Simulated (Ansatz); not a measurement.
## NbN: single-point calculation

The run: single-point calculation of NbN (Fm-3m, 2 atoms in the cell). Method and program: DFT, PBEsol, plane waves, PAW, no spin polarisation (Ansatz 0.2.0).

The structure derives from an entry of the Crystallography Open Database. Some settings of this run were made unusual or wrong on purpose.

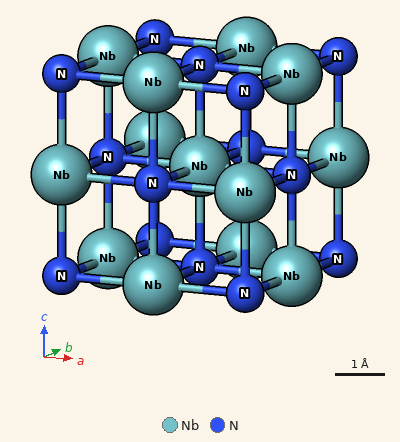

Fig. 1: The structure as given in the input (ball-and-stick view of the cell 4 times as large as that of the calculation, set on its symmetry axes, seen at an oblique angle). Near neighbours in the crystal (not all of them lie inside the picture): Nb has 6 N at 2.14 Å; N has 6 Nb at 2.14 Å.

**The input**
```yaml
crystal:
  lattice:
    - [0.0, 2.1436969854, 2.1436969854]
    - [2.1436969854, 0.0, 2.1436969854]
    - [2.1436969854, 2.1436969854, 0.0]
  atoms:
    - { symbol: Nb, position: [0.5, 0.5, 0.5] }
    - { symbol: "N", position: [0.0, 0.0, 0.0] }
basis:
  ecutwfc: 420
kpoints:
  mp_grid: { grid: [16, 16, 16] }
hamiltonian:
  xc: pbesol
scf:
  occupations: { method: fixed }
  max_iter: 50
output:
  forces: true
  eigenvalues: true
  stress: true
```

Launch command:
```bash
ansatz run input.yaml --threads 1 --pin off --max-ram 3072MiB --backend cpu --events-out ev --progress --plain --runs-dir out
```

**The program's output**
```
Engine: ansatz 0.2.0, x86_64-unknown-linux-gnu
Pseudopotentials: kind: paw
Pseudopotential: Nb, paw, valence charge 13, recommended cutoff 420 eV (normal), Nb.paw.azcp
Pseudopotential: N, paw, valence charge 5, recommended cutoff 420 eV (normal), N.paw.azcp
Functional definition: PBEsol
  exchange = pbesol_x
  correlation = pbesol_c
Crystal: 2 atoms, lattice volume = 19.702 Å³
Basis set: ecut = 420 eV, 387 PW (Γ), exchange–correlation on 48×48×48 points (8 copies of the dense FFT grid, shifted against one another)
Bands: 13, of which v1, the nominal top of the filled ones, is band 9 counted from 1 (8 counted from 0)
Symmetry: 48 space group operations
Space group: Fm-3m (ITA 225), of the structure as read, at distance tolerance 2.7e-5 Å
k-points: 145 of 4096
Non-local potential: Nb, projectors of the file, l = 0: 3, l = 1: 2, l = 2: 2, l = 3: 1
Non-local potential: N, projectors of the file, l = 0: 2, l = 1: 2, l = 2: 1
PAW form: soft (Blöchl's): semilocal exchange-correlation on the pseudo side does not see the compensation charge
PAW frozen core: Nb, regenerated for the run's functional, and the local potential with it (the file was generated under x = pbe(κ = 0.804, μ = 0.2195149727645171), c = pbe(β = 0.06672455060314922))
PAW frozen core: N, regenerated for the run's functional, and the local potential with it (the file was generated under x = pbe(κ = 0.804, μ = 0.2195149727645171), c = pbe(β = 0.06672455060314922))
PAW one-centre angular grid: Nb, 590 points (default); XC on 64 Gauss nodes
PAW one-centre angular grid: N, 110 points (default); XC on 64 Gauss nodes
Initial density: superposition of atomic densities (neutral atoms: chi_scale 0, normalization atom), corrected by the library's trained network
Initial wavefunctions: pseudopotential atomic-orbital guess
Functional: x = pbesol(κ = 0.804, μ = 0.12345679012345678), c = pbesol(β = 0.046)
SCF iter   1: F=—  HF=-4875.768551 eV  |F-HF|=—  |Δ(HF+E_count)|=         —  Δρ=1.36e-2  dr2=3.82e-2  ethr=1.77e-3  ⟨swp⟩=4.0  Hψ=9146  notcnv=0  defer=245
preconditioner: auto → none  [insulator: Δε(μ)=0.000 eV  Ē_g=10.140 eV  n_scr=8 (ndim 8)  ℏωp=26.5 eV  f_vac=0.000  ε∞_Penn≈7.8]
SCF iter   2: F=—  HF=-4875.766207 eV  |F-HF|=—  |Δ(HF+E_count)|=   2.34e-3  Δρ=1.23e-2  dr2=3.11e-2  ethr=2.12e-4  ⟨swp⟩=2.1  Hψ=3935  notcnv=0  defer=280
SCF iter   3: F=—  HF=-4875.759151 eV  |F-HF|=—  |Δ(HF+E_count)|=   7.06e-3  Δρ=1.85e-3  dr2=3.90e-4  ethr=1.73e-4  ⟨swp⟩=2.1  Hψ=2780  notcnv=0  defer=280
SCF iter   4: F=—  HF=-4875.759070 eV  |F-HF|=—  |Δ(HF+E_count)|=   8.14e-5  Δρ=4.63e-4  dr2=1.34e-5  ethr=2.17e-6  ⟨swp⟩=2.0  Hψ=2869  notcnv=0  defer=279
SCF iter   5: F=—  HF=-4875.759071 eV  |F-HF|=—  |Δ(HF+E_count)|=   1.23e-6  Δρ=3.99e-5  dr2=9.37e-8  ethr=7.46e-8  ⟨swp⟩=1.0  Hψ=1923  notcnv=0  defer=2
SCF iter   6: F=-4875.759071 eV  HF=-4875.759071 eV  |F-HF|=2.39e-9  |Δ(HF+E_count)|=   7.24e-8  Δρ=9.60e-6  dr2=4.72e-9  ethr=5.21e-10  ⟨swp⟩=4.6  Hψ=9502  notcnv=0
WARN: a fill by count may have filled part of one level: at k-index 3 the highest filled band, 21.013472 eV, and the lowest empty band, 21.013472 eV, stand 1.421e-14 eV apart, within the solve's uncertainty, 3.162e-4 eV. If they are one level, whatever splits it, however little, can move the result. A smearing (`scf.occupations.method` with a `width`) well over the split that the run's distortions make, where the deck can take one, can fill the level evenly. On an open shell (a free atom, a radical) an even fill, a smearing's or one that the run's symmetry operations hold, can lie tenths of an eV above a state that splits the level, and an energy difference taken against it is then off by as much. To look for that state on an open shell, re-run with `crystal.symmetry.detect: false`, without `crystal.symmetry.time_reversal: true` (on a non-collinear deck from a starting moment too), where the deck allows it, and compare the energies; that run can end on one of several states, or fail to converge. If the gap is true, a tighter SCF threshold (`scf.convergence.dr2_threshold`, or `saddle.dr2_threshold`, `phonons.dr2_threshold` by `fd` or `hamiltonian.hubbard.lr.dr2_threshold` where that key governs the SCF) lowers that uncertainty; where it stays it is the eigensolver's: a larger `scf.n_extra_bands` or, on support functions, `scf.eigensolver.kind: davidson` lowers it. See `scf.occupations.method`, Limitations, in the input reference
SCF 1 converged in 6 iterations: F = -4875.759071 eV  dr2 = 4.72e-9
  greatest PAW one-centre occupation: 0.998 electrons in one spin orbital (limit 2), on the Nb atom at site 0 (counted from 0), in its partial waves of l = 0
SCF converged after 6 iterations
Free energy (F): -4875.759071 eV
Harris-Foulkes:  -4875.759071 eV  (|F-HF|=2.39e-9)
Internal energy: -4875.759071 eV  (E = F + TS)
E sigma→0 (E₀):  -4875.759071 eV
Fermi energy:    23.909353 eV
--- Per-component energies (eV) ---
  E_band       = 16.980967
  E_kinetic    = 535.037701
  E_local      = -672.683351  (includes V_loc(G=0)·N_el)
  E_nonlocal   = 166.321794
  E_hartree    = 204.698325
  E_xc         = -237.516655
  E_vxc        = -293.229370  (∫ρ·V_xc dr)
  E_paw        = -3140.259186  (= ΣΔE_a)
  E_vpaw       = -127.862908  (= ΣTr[D̂ρ^β])
  E_aug_tail   = 0.000105  (compensation charges beyond the density's cutoff)
  E_ewald      = -1731.574611
  E_core_change = 0.216808  (= ΣΔE_core)
  E_smearing   = -0.000000  (= −TS)
  E_closure    = -0.000000  (closes the sum)
  Σ components = -4875.759071   (vs F -4875.759071, Δ=0.00e0)
--- Forces (eV/Å), atoms counted from 1 ---
  atom   1  Nb     0.00000000     0.00000000     0.00000000
  atom   2  N     -0.00000000     0.00000000    -0.00000000
  max |Σ_I F_I| component: 3.96e-29 eV/Å
--- Stress (GPa, compression-positive) ---
       28.950859      -0.000000       0.000000
       -0.000000      28.950859       0.000000
       -0.000000      -0.000000      28.950859
  P = ⅓ Tr σ = 28.9509 GPa (289.509 kbar)
--- Band table (eV; the first three rows and the last of 145) ---
  k-point 0: bands = ["-34.0064", "-9.6178", "-9.6178", "-9.6178", "4.1335", "18.6178", "18.6178", "18.6178", "19.9694", "19.9694", "19.9694", "22.0387", "22.0387"]
  k-point 1: bands = ["-33.9992", "-9.6772", "-9.6222", "-9.6222", "4.2355", "18.1092", "18.2130", "18.2130", "20.1353", "20.1353", "20.2590", "22.4888", "22.4888"]
  k-point 2: bands = ["-33.9787", "-9.8430", "-9.6348", "-9.6348", "4.5266", "17.1233", "17.4264", "17.4264", "20.4974", "20.4974", "20.6909", "23.5337", "23.5337"]
  k-point 144: bands = ["-33.7504", "-10.4205", "-10.4205", "-10.1240", "5.5498", "15.0227", "15.9082", "15.9082", "22.0667", "22.0667", "25.4278", "26.2688", "27.3105"]
```

**Outcome**

```csv
quantity,value
outcome,converged
space group (tolerance 0.01 Å),Fm-3m (225)
electrons treated,18
free energy,−4875.7591 eV
Fermi energy,23.909 eV
gap on the k-point mesh,none (metallic)
pressure,28.95 GPa
largest force (length of the vector),under 0.001 eV/Å
hardware,"1 thread of AMD EPYC (Zen 5), 176 GiB of memory available, shared host"
wall time,1.2 s
peak memory,0.33 GiB
```

**What went wrong**

A setting was made wrong on purpose: fixed occupations whatever the gap (`scf.occupations`). Fixed occupations are valid only where a gap stays open. The program still converged, but the numbers can't be taken as results for the intended system. Results for this metal are sensitive to the k-point mesh. Notes on the run: filled and empty bands overlap.
